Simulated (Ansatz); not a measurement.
Single-point calculation, with input and output: Sn

- system: Sn (4 atoms in the cell)
- method: DFT LDA, scalar-relativistic, plane waves, PAW, no spin polarisation (Ansatz 0.2.0)

The structure derives from a Materials Project entry. It belongs to a series of runs on one base structure; here: the crystal above the cut slid by 0/6 a1 + 5/6 a2. Figures and captions count atoms from 1; the log counts them from 0 in places.

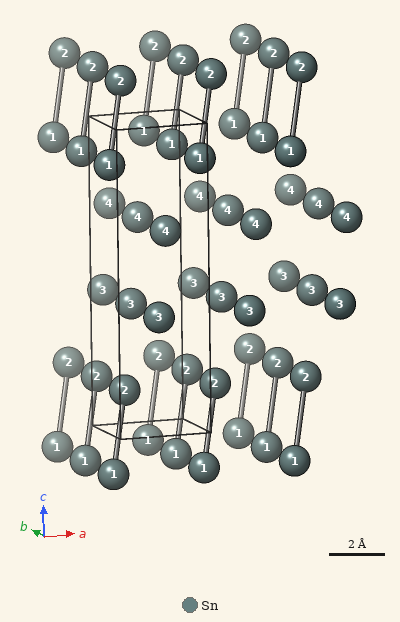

Fig. 1: The input geometry (ball-and-stick view of the cell of the calculation, repeated 3 × 3 × 1, seen slightly off an axis; atoms are numbered from 1 in the order of the input). An atom can appear more than once, as a periodic image.

### The input
```yaml
crystal:
  lattice:
    - [-1.726539, 1.775547, -2.338342]
    - [-1.726539, -1.775547, 2.338342]
    - [-1.4387825, 9.1736595, 6.6253023333]
  atoms:
    - { symbol: Sn, position: [0.0, -0.7291666667, 0.875] }
    - { symbol: Sn, position: [0.25, 0.6458333333, 0.125] }
    - { symbol: Sn, position: [0.5, 0.1875, 0.375] }
    - { symbol: Sn, position: [0.75, -0.2708333333, 0.625] }
basis:
  ecutwfc: 420
kpoints:
  mp_grid: { grid: [16, 16, 4] }
hamiltonian:
  xc: lda
scf:
  occupations: { method: gaussian, width: 0.15 }
output:
  forces: true
  stress: true
  eigenvalues: true
  write_density: true
  write_potential: true
  elf: true
  volumetric_format: npy
```

Machine: 2 threads of Intel Xeon @ 2.70GHz, 189 GiB of memory available, shared host.

Run as:
```bash
ansatz run input.yaml --threads 2 --pin off --max-ram 5120MiB --backend cpu --events-out ev --progress --plain --runs-dir out
```

### Output
```
Engine: ansatz 0.2.0, x86_64-unknown-linux-gnu
Pseudopotentials: kind: paw
Pseudopotential: Sn, paw, valence charge 14, recommended cutoff 420 eV (normal), Sn.paw.azcp
Functional definition: SPW92
  exchange = slater_x
  correlation = pw_c
Crystal: 4 atoms, lattice volume = 114.693 Å³
Basis set: ecut = 420 eV, 2233 PW (Γ)
Bands: 34, of which v1, the nominal top of the filled ones, is band 28 counted from 1 (27 counted from 0)
Symmetry: 2 space group operations
Space group: P-1 (ITA 2), of the structure as read, at distance tolerance 4.9e-5 Å
k-points: 516 of 1024
Non-local potential: Sn, projectors of the file, l = 0: 2, l = 1: 2, l = 2: 2, l = 3: 2
PAW form: soft (Blöchl's): semilocal exchange-correlation on the pseudo side does not see the compensation charge
PAW frozen core: Sn, regenerated for the run's functional, and the local potential with it (the file was generated under x = pbe(κ = 0.804, μ = 0.2195149727645171), c = pbe(β = 0.06672455060314922))
PAW one-centre angular grid: Sn, 590 points (default); XC on 64 Gauss nodes
Initial density: superposition of atomic densities (neutral atoms: chi_scale 0, normalization atom), corrected by the library's trained network
Initial wavefunctions: pseudopotential atomic-orbital guess
Functional: x = slater, c = lda
SCF iter   1: F=—  HF=-23517.782798 eV  |F-HF|=—  |Δ(HF+E_count)|=         —  Δρ=6.71e-3  dr2=2.42e-2  ethr=1.77e-3  ⟨swp⟩=7.2  Hψ=76921  notcnv=0
preconditioner: auto → Kerker (q_TF=auto, 2.421 Å⁻¹)  [metal: Δε(μ)=0.005 eV  Ē_g=18.952 eV  σ=0.150 eV  W_gap=0.02  n_scr=32 (ndim 8)  ℏωp=25.9 eV  f_vac=0.000  D(μ)=2.20/eV (n_scr^D=6)]
SCF iter   2: F=—  HF=-23517.772883 eV  |F-HF|=—  |Δ(HF+E_count)|=   9.91e-3  Δρ=3.35e-3  dr2=6.78e-3  ethr=4.32e-5  ⟨swp⟩=2.2  Hψ=35831  notcnv=0
SCF iter   3: F=—  HF=-23517.770709 eV  |F-HF|=—  |Δ(HF+E_count)|=   2.17e-3  Δρ=5.86e-4  dr2=5.28e-4  ethr=1.21e-5  ⟨swp⟩=2.0  Hψ=29571  notcnv=0
SCF iter   4: F=—  HF=-23517.770562 eV  |F-HF|=—  |Δ(HF+E_count)|=   1.47e-4  Δρ=1.10e-4  dr2=2.18e-5  ethr=9.43e-7  ⟨swp⟩=2.0  Hψ=21139  notcnv=0
SCF iter   5: F=—  HF=-23517.770555 eV  |F-HF|=—  |Δ(HF+E_count)|=   6.70e-6  Δρ=4.38e-5  dr2=2.20e-6  ethr=3.90e-8  ⟨swp⟩=2.2  Hψ=31573  notcnv=0
SCF iter   6: F=—  HF=-23517.770554 eV  |F-HF|=—  |Δ(HF+E_count)|=   7.42e-7  Δρ=1.46e-5  dr2=2.11e-7  ethr=3.93e-9  ⟨swp⟩=2.0  Hψ=31546  notcnv=0
SCF iter   7: F=-23517.770554 eV  HF=-23517.770554 eV  |F-HF|=1.92e-8  |Δ(HF+E_count)|=   9.60e-8  Δρ=4.12e-6  dr2=2.17e-8  ethr=1.79e-10  ⟨swp⟩=12.2  Hψ=127109  notcnv=0
SCF 1 converged in 7 iterations: F = -23517.770554 eV  dr2 = 2.17e-8
  greatest PAW one-centre occupation: 0.992 electrons in one spin orbital (limit 2), on the Sn atom at site 3 (counted from 0), in its partial waves of l = 2
```

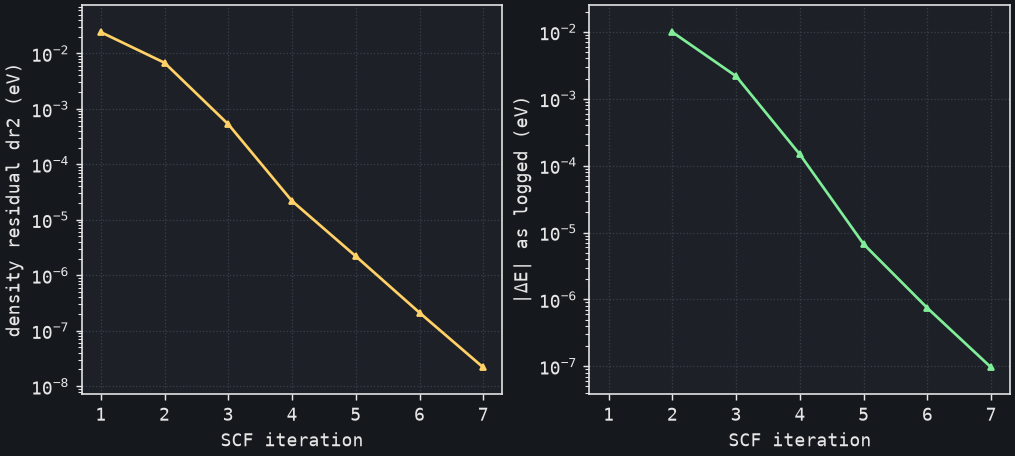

Fig. 2: Convergence of the self-consistent field: density residual dr2 and size of the energy change against the SCF iteration. The residual falls at every step.

```
SCF converged after 7 iterations
Free energy (F): -23517.770554 eV
Harris-Foulkes:  -23517.770554 eV  (|F-HF|=1.92e-8)
Internal energy: -23517.745822 eV  (E = F + TS)
E sigma→0 (E₀):  -23517.758188 eV
Entropy (-TS):   -0.024733 eV (-6.183 meV/atom)
Fermi energy:    9.789337 eV
--- Per-component energies (eV) ---
  E_band       = -378.718157
  E_kinetic    = 745.839768
  E_local      = -3470.153599  (includes V_loc(G=0)·N_el)
  E_nonlocal   = -113.946737
  E_hartree    = 2130.522992
  E_xc         = -1516.606067
  E_vxc        = -394.383040  (∫ρ·V_xc dr)
  E_paw        = -15971.172841  (= ΣΔE_a)
  E_vpaw       = -1407.131897  (= ΣTr[D̂ρ^β])
  E_aug_tail   = -0.000002  (compensation charges beyond the density's cutoff)
  E_ewald      = -5323.928930
  E_core_change = 1.699593  (= ΣΔE_core)
  E_smearing   = -0.024733  (= −TS)
  E_closure    = 0.000000  (closes the sum)
  Σ components = -23517.770554   (vs F -23517.770554, Δ=0.00e0)
--- Forces (eV/Å), atoms counted from 1 ---
  atom   1  Sn     0.03439599    -0.07072493    -0.05770808
  atom   2  Sn    -0.03439599     0.07072493     0.05770808
  atom   3  Sn    -0.01190147     0.01115851     0.00016119
  atom   4  Sn     0.01190147    -0.01115851    -0.00016119
  max |Σ_I F_I| component: 0.00e0 eV/Å
--- Stress (GPa, compression-positive) ---
       -4.672889      -0.011479      -0.200931
       -0.011479      -4.921452       0.175049
       -0.200931       0.175049      -4.717458
  P = ⅓ Tr σ = -4.7706 GPa (-47.706 kbar)
--- Band table (eV; the first three rows and the last of 516) ---
  k-point 0: bands = ["-11.6617", "-11.6457", "-11.6415", "-11.6394", "-11.6362", "-11.6283", "-11.6217", "-11.6217", "-11.6166", "-11.6165", "-11.6017", "-11.5945", "-11.5874", "-11.5554", "-11.5515", "-11.5495", "-11.5450", "-11.5218", "-11.5153", "-11.4809", "-1.0062", "0.1840", "0.1997", "2.8754", "5.4308", "10.5148", "10.5361", "14.8711", "15.7614", "15.8137", "15.8479", "15.9367", "16.4663", "16.5701"]
  k-point 1: bands = ["-11.6599", "-11.6471", "-11.6411", "-11.6393", "-11.6360", "-11.6277", "-11.6231", "-11.6218", "-11.6182", "-11.6146", "-11.6013", "-11.5947", "-11.5865", "-11.5676", "-11.5558", "-11.5463", "-11.5284", "-11.5256", "-11.5129", "-11.4845", "-0.9310", "-0.3306", "0.8537", "2.4325", "6.0272", "8.8214", "12.3484", "14.9315", "15.4377", "15.7529", "15.9148", "15.9844", "16.3166", "16.3574"]
  k-point 2: bands = ["-11.6572", "-11.6495", "-11.6406", "-11.6391", "-11.6357", "-11.6274", "-11.6237", "-11.6224", "-11.6186", "-11.6140", "-11.6011", "-11.5949", "-11.5841", "-11.5772", "-11.5567", "-11.5403", "-11.5330", "-11.5159", "-11.5113", "-11.4897", "-0.7058", "-0.7055", "1.6196", "1.6413", "7.2814", "7.2941", "14.1998", "14.2341", "15.0675", "15.1971", "15.7277", "16.1017", "16.2210", "16.6911"]
  k-point 515: bands = ["-11.6994", "-11.6640", "-11.6573", "-11.6551", "-11.6426", "-11.6321", "-11.6189", "-11.6083", "-11.5941", "-11.5690", "-11.5665", "-11.5347", "-11.5285", "-11.5184", "-11.5075", "-11.5001", "-11.4923", "-11.4822", "-11.4777", "-11.4600", "2.7199", "3.3695", "3.5504", "5.2042", "5.6422", "6.8066", "6.9453", "7.1211", "10.5098", "11.5097", "11.6531", "11.7829", "12.8057", "12.8945"]
```

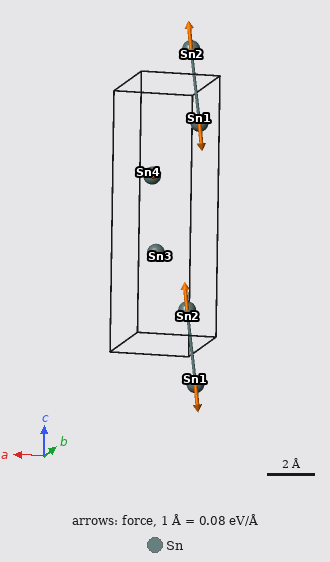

Fig. 3: Forces on the atoms as orange arrows (ball-and-stick view of the cell of the calculation, seen at an oblique angle; atoms are numbered from 1 in the order of the input). The largest act on Sn1, Sn2 (0.10 eV/Å). The geometry is not a stationary point of this energy.

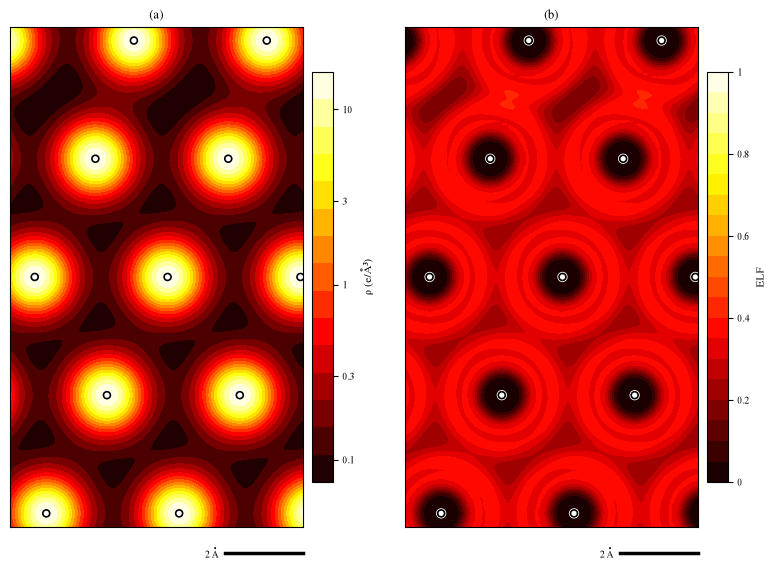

Fig. 4: (a) valence electron density; (b) electron localisation function on the (101) plane of the conventional cell. Circles mark the nuclei in the plane (Sn). Atoms in the plane: Sn. Sn–Sn (3.19 Å): ρ is about 0.19 e/Å³ halfway; the ELF is about 0.40 at the midpoint, which marks metallic bonding. Away from the nuclei the density in this plane falls to 0.07 e/Å³ at its lowest. Core electrons are frozen (PAW), so the fields are smoothed inside the atomic spheres.

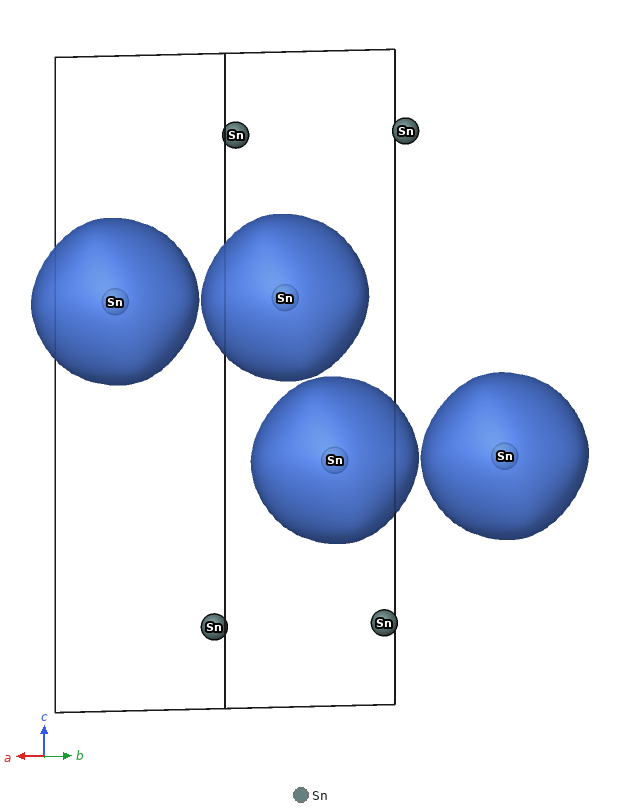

Fig. 5: Isosurface of the valence pseudo-density at 0.15 e/Å³ (blue), seen along [110]. Sticks mark near contacts. The outline is the cell set on symmetry axes. At this value the density breaks into separate islands; it holds about 90 % of the electrons treated as valence (semicore included). On the grid the lowest density along these lines, outside the cores, is 0.19 e/Å³ (Sn–Sn, 3.19 Å).

### Summary

```csv
quantity,value
outcome,converged
space group (tolerance 0.01 Å),P-1 (2)
electrons treated,56
free energy,−23517.7706 eV
Fermi energy,9.789 eV
gap on the k-point mesh,none (metallic)
pressure,−4.77 GPa
largest force (length of the vector),0.098 eV/Å
wall time,67 s (CPU time 2.2 min)
peak memory,1.4 GiB
```
